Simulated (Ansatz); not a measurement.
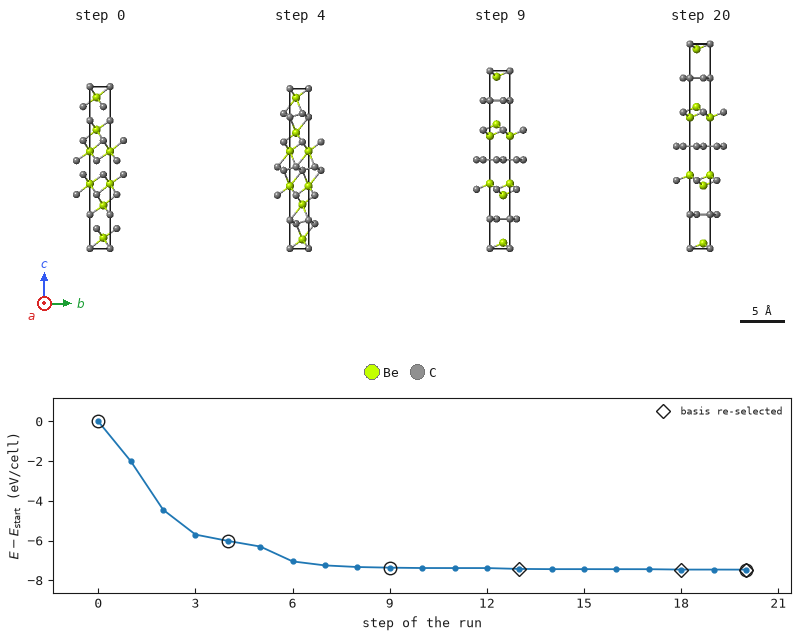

Frames of a relaxation of a crystal of Be2C3 (built on the tetradymite_166 type) (coarse preliminary run), marked on the history of the run. A ball-and-stick model of the conventional cell (3 times the calculation's cell), seen along the a axis. Lengths and directions refer to the drawn axes.

Case: tetradymite type (R-3m, No. 166).

Computed with DFT PBE, scalar-relativistic, plane waves, PAW (Ansatz). (plane-wave cutoff 420 eV; k-point mesh 6 × 6 × 6; occupations gaussian; smearing width 0.1 eV; no spin polarisation; cell and atoms relaxed; force threshold 0.04 eV/Å; at most 70 steps)

Question: Describe the path.

Answer: The largest moves relative to the cell, 1.01 Å, are those of C atoms. By element the largest moves are C 1.01 Å, Be 0.96 Å. The drawn cell changes as follows: a = b 2.675 → 2.680 Å (+0.2 %), c 18.599 → 23.486 Å (+26.3 %); the volume changes by +26.8 %. Some distances before and after: Be–C 1.875 → 3.656 Å, C–C 2.219 → 1.547 Å, Be–C 1.980 → 1.661 Å. New bonds form: C–C (2.22 → 1.55 Å). Bonds break: Be–C (1.87 → 3.66 Å). Bond angles that change, for instance: Be–C–Be 85.0° → 107.6°, Be–C–Be 95.0° → 72.4°, C–Be–C 85.0° → 107.6°. The space group stays R-3m (No. 166). The energy falls by 7.459 eV per cell of the calculation in 17 accepted moves (20 points after the start). Largest force component: 3.8 eV/Å at the start, 0.025 eV/Å at the end. Pressure: −10.66 GPa at the start and 0.11 GPa at the end. At 3 points the geometry stayed and the basis and grid were re-selected for the new cell (energy shift of 43.5 meV per cell of the calculation at most each time). Cost: 36 s on 1 thread of Arm Neoverse V1, on a shared host, peak memory 0.31 GiB. From step 0 to 4: C atoms move most (0.59 Å), volume −15.1 %, energy −6.013 eV per cell of the calculation. From step 4 to 9: Be atoms move most (0.50 Å), volume +27.3 %, energy −1.347 eV per cell of the calculation. From step 9 to 20: Be atoms move most (0.17 Å), volume +17.3 %, energy −98.4 meV per cell of the calculation.

```
step  E − E(0), meV/atom  largest force component, eV/Å  pressure, GPa  volume, Å³/atom                      note
   0                0.00                         3.7716         -10.66            7.683                          
   1             -399.47                         6.0811         -10.83            7.142                          
   2             -888.85                         5.5471         -10.00            6.779                          
   3            -1139.08                         1.6371          -2.42            6.603                          
   4            -1202.70                         1.2527          15.39            6.520                          
   5            -1259.40                         1.3716          -5.57            7.289                          
   6            -1409.08                         1.5203          -6.05            7.766                          
   7            -1449.37                         0.9337          -0.15            8.121                          
   8            -1465.65                         0.4062           5.84            8.032                          
   9            -1472.19                         0.2183           0.78            8.302                          
  10            -1475.77                         0.1230           0.01            8.583                          
  11            -1476.04                         0.0516           0.21            8.757                          
  12            -1476.15                         0.0047          -0.02            8.739                          
  13            -1484.85                         0.0055           1.09            8.739  same geometry, new basis
  14            -1487.00                         0.1386           0.73            9.029                          
  15            -1486.98                         0.2895           0.83            9.446                          
  16            -1487.34                         0.0490          -0.84            9.602                          
  17            -1487.61                         0.0038           0.04            9.568                          
  18            -1491.44                         0.0052           0.19            9.568  same geometry, new basis
  19            -1491.45                         0.0249           0.10            9.741                          
  20            -1491.86                         0.0247           0.11            9.741  same geometry, new basis
```
